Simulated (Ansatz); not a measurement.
Input structure:

```cif
data_structure
_symmetry_space_group_name_H-M 'P 1'
_symmetry_Int_Tables_number 1
_cell_length_a 5.1287
_cell_length_b 5.1287
_cell_length_c 13.3883
_cell_angle_alpha 90.000
_cell_angle_beta 90.000
_cell_angle_gamma 120.000
_cell_volume 304.98
loop_
_atom_site_label
_atom_site_type_symbol
_atom_site_fract_x
_atom_site_fract_y
_atom_site_fract_z
_atom_site_occupancy
Sc1 Sc 0.66667 0.33333 0.71000 1
Sc2 Sc 0.00000 0.00000 0.62334 1
Al1 Al 0.16667 0.33333 0.83333 1
Al2 Al 0.16667 0.83333 0.83333 1
Al3 Al 0.66667 0.83333 0.83333 1
Al4 Al 0.33333 0.66667 0.66667 1
Sc3 Sc 0.33333 0.66667 0.04333 1
Sc4 Sc 0.66667 0.33333 0.95667 1
Al5 Al 0.83333 0.66667 0.16667 1
Al6 Al 0.83333 0.16667 0.16667 1
Al7 Al 0.33333 0.16667 0.16667 1
Al8 Al 0.00000 0.00000 0.00000 1
Sc5 Sc 0.00000 0.00000 0.37666 1
Sc6 Sc 0.33333 0.66667 0.29000 1
Al9 Al 0.50000 0.00000 0.50000 1
Al10 Al 0.50000 0.50000 0.50000 1
Al11 Al 0.00000 0.50000 0.50000 1
Al12 Al 0.66667 0.33333 0.33333 1
```

Question: What crystal do these data define?

Answer: Formula: ScAl2. Space group: R-3m (No. 166). Lattice: rhombohedral (trigonal R). Content of the cell: 6 Sc, 12 Al (Z = 6). Sc bonds to twelve Al and four Sc (3.02 to 3.18 Å to Al, 3.18 to 3.30 Å to Sc). The neighbours of Al are six Sc and six Al (3.02 to 3.18 Å to Sc, 2.56 to 2.68 Å to Al). The bonds build a three-dimensional framework.

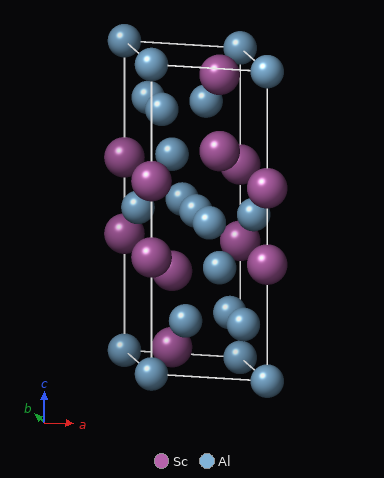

Structure drawing (spheres-only), viewed slightly off an axis. The wireframe shows the conventional unit cell.

It goes back to a structure listed in the Materials Project. It was relaxed with Ansatz, DFT r2SCAN, scalar-relativistic, plane waves, PAW under a constraint or pressure on the cell, so some stress remains.

At this level of theory the cell isn't at rest (compressed, at 7 GPa), so its distances can differ from those at equilibrium, the more so the softer the solid.
